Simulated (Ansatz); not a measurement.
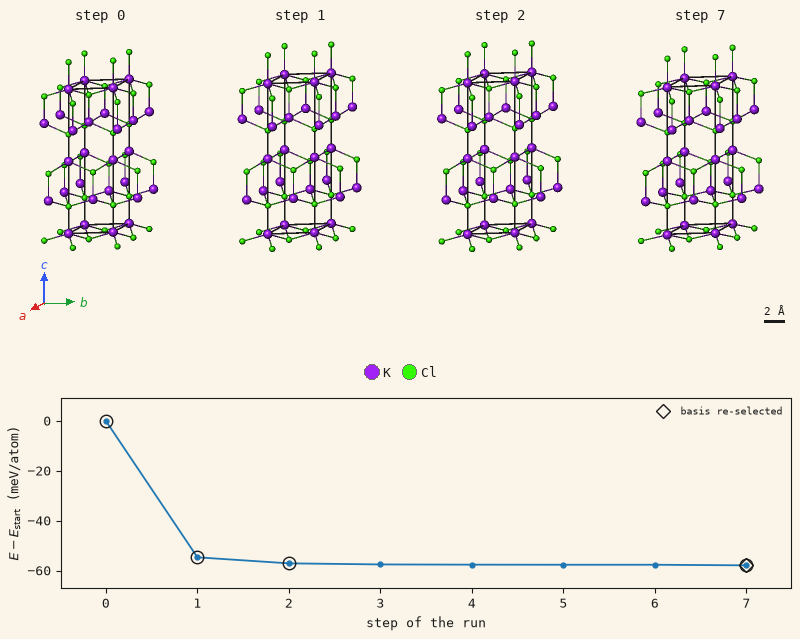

Frames of a relaxation of crystalline KCl (built on the 4H polytype type), marked on the history of the run. The picture is a ball-and-stick view of the cell of the calculation, seen slightly off an axis.

Method: DFT, PBEsol, plane waves, PAW in Ansatz 0.2.0. (plane-wave cutoff 420 eV; k-point mesh 6 × 6 × 2; occupations fermi dirac; smearing width 0.03 eV; no spin polarisation; cell and atoms relaxed; force threshold 0.01 eV/Å; at most 120 steps)

### Describe the path.

The largest moves relative to the cell, 0.064 Å, are those of K and Cl atoms. Largest moves by element: K 0.064 Å, Cl 0.063 Å. Cell: a = b 4.637 → 4.996 Å (+7.8 %), c 15.144 → 15.456 Å (+2.1 %). Volume +18.5 %. Some distances before and after: Cl–K 2.839 → 3.025 Å, Cl–K 2.839 → 3.000 Å. Bond angles that change, for instance: K–Cl–K 109.5° → 106.4°, Cl–K–Cl 109.5° → 106.5°, K–Cl–K 109.5° → 112.3°. The space group stays P6_3mc (No. 186). After 6 accepted moves (7 points after the start) the energy has fallen by 57.9 meV per atom. Largest force component: 0.029 eV/Å at the start, 0.0044 eV/Å at the end. The pressure goes from 3.20 to 0.01 GPa. At 1 point the geometry stayed and the basis and grid were re-selected for the new cell (energy shift of 0.2 meV per atom at most each time). From step 0 to 1: volume +14.6 %, energy −54.7 meV per atom. From step 1 to 2: volume +2.9 %, energy −2.4 meV per atom. From step 2 to 7: Cl atoms move most (0.05 Å), volume +0.6 %, energy −0.8 meV per atom.

| step | E − E(0), meV/atom | largest force component, eV/Å | pressure, GPa | volume, Å³/atom | note |
| --- | --- | --- | --- | --- | --- |
| 0 | 0.00 | 0.0287 | 3.20 | 35.244 |  |
| 1 | -54.70 | 0.0088 | 0.51 | 40.373 |  |
| 2 | -57.13 | 0.0083 | 0.12 | 41.535 |  |
| 3 | -57.56 | 0.0018 | -0.01 | 41.934 |  |
| 4 | -57.65 | 0.0025 | 0.00 | 41.850 |  |
| 5 | -57.68 | 0.0038 | 0.00 | 41.796 |  |
| 6 | -57.68 | 0.0045 | 0.00 | 41.770 |  |
| 7 | -57.93 | 0.0044 | 0.01 | 41.770 | same geometry, new basis |
